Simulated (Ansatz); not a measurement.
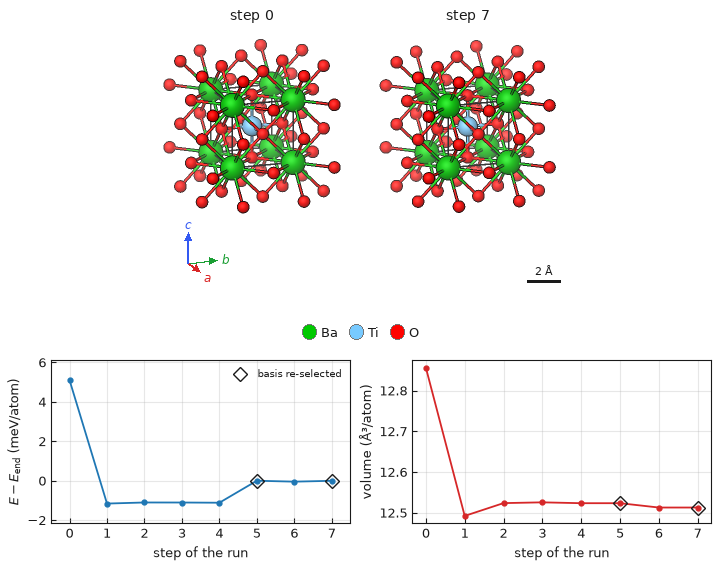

First and last geometry of a relaxation of crystalline BaTiO3 (set up in P4/mmm), with the history of the run. The picture is a ball-and-stick view of the cell of the calculation, seen slightly off an axis.

Theory: DFT PBEsol, scalar-relativistic, plane waves, PAW in Ansatz 0.2.0. Set-up: plane-wave cutoff 420 eV; k-point mesh 8 × 8 × 8; occupations gaussian; smearing width 0.02 eV; no spin polarisation; cell and atoms relaxed; force threshold 0.005 eV/Å; at most 80 steps.

What do the curves and the structures tell?

Answer. It converged. No atom moves by more than 0.005 Å relative to the cell. Cell: a = b 4.000 → 3.970 Å (−0.7 %), c 4.018 → 3.970 Å (−1.2 %). Volume −2.7 %. Among the contacts that change: Ba–Ti 3.469 → 3.438 Å, Ba–O 2.835 → 2.807 Å, O–Ti 2.009 → 1.985 Å. Within 0.06 Å the space group is Pm-3m at the start and Pm-3m at the end; at a tighter tolerance small leftover displacements or strains of the cell lower it. Over 5 accepted moves (7 points after the start) the energy falls by 5.1 meV per atom. All forces vanish by symmetry, so only the cell relaxes. The pressure goes from −4.59 to −0.01 GPa. The SCF was repeated twice at an unchanged geometry on a basis and grid sized afresh for the cell, which shifted the energy by 1.1 meV per atom at most.
